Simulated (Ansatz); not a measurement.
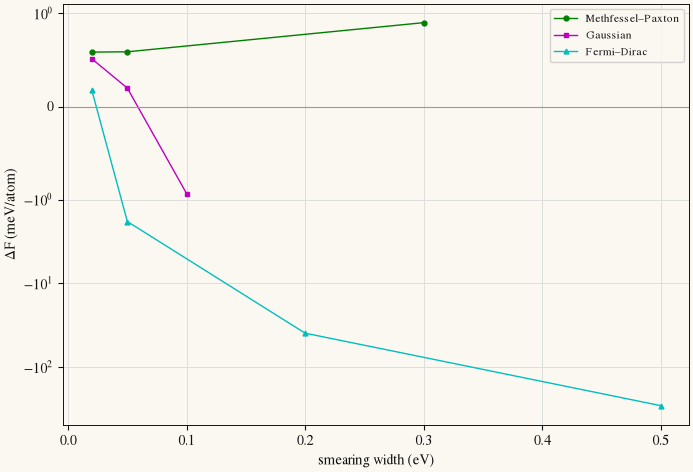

Free energy against smearing width for several smearing schemes.
The run: CoSn₂ (I4/mcm, 6 atoms in the cell), by DFT PBEsol, scalar-relativistic, plane waves, PAW in Ansatz; cutoff 420 eV, 8×8×8 k-mesh, no spin polarisation.
ΔF is counted from the tetrahedron result.

**How far does each scheme shift the free energy at its largest width?**

Methfessel–Paxton smearing: within 1 meV/atom of zero at 0.3 eV. Gaussian smearing: within 1 meV/atom of zero at 0.1 eV. Fermi–Dirac smearing: −290 meV/atom at 0.5 eV.
